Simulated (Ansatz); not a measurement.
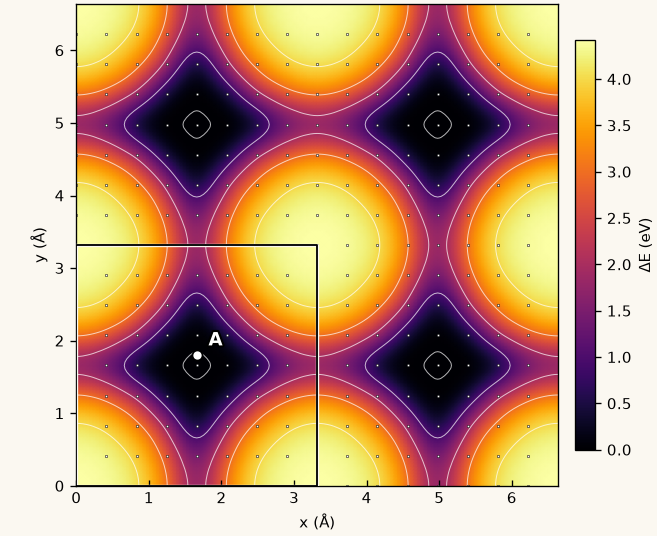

C on a Ta(100) slab cut from the Im-3m phase, its upper half relaxed before the scan (16 atoms of substrate and one adsorbate in a 2 × 2 cell). C is moved over the surface cell; relaxed at each place: the height of the adsorbate's atoms; substrate rigid; the origin of the map has the adsorbate above Ta13. Places are given modulo a cell vector. The map is drawn in real space over the plane of the surface. The scan uses an 8 × 8 grid; 15 points were computed and 49 follow by symmetry. Places are given in fractions of the 1 × 1 surface cell. Energies: eV, counted from the lowest grid point. Computed with DFT PBE, scalar-relativistic, plane waves, PAW in Ansatz 0.2.0. Settings: cutoff 420 eV, k-mesh 4×4×1, gaussian smearing 0.1 eV, no spin polarisation.

In the figure: a smooth colour map with a few white contour lines, dots at the grid points, the outline of one cell of the 2 × 2 shown, the point A. Between grid points the surface is interpolated.

**What is the easiest way out of the well at A, and how high is the barrier?**

The easiest path leads from the well at about (0.50, 0.54) of the cell vectors to its copy one period on. Its highest point lies about 1.8 eV above the bottom of the first well on the interpolated surface, at a bridge site between two Ta atoms, (4/8, 0/8) of the cell vectors. This is the barrier on the constrained surface; relaxing the other coordinates would change it.

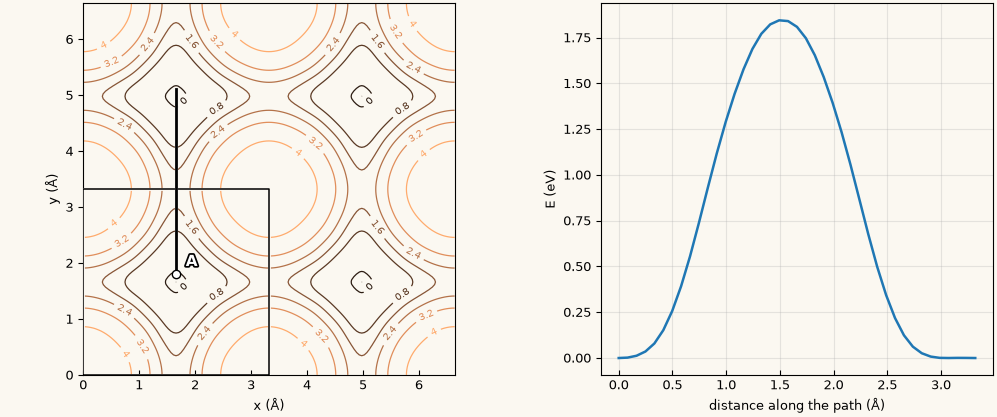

In the figure: contour lines labelled in eV, a line along the lowest path, the outline of one cell of the 2 × 2 shown, the energy along the path at the right. Between grid points the surface is interpolated.

PAW datasets: the set soft_1.
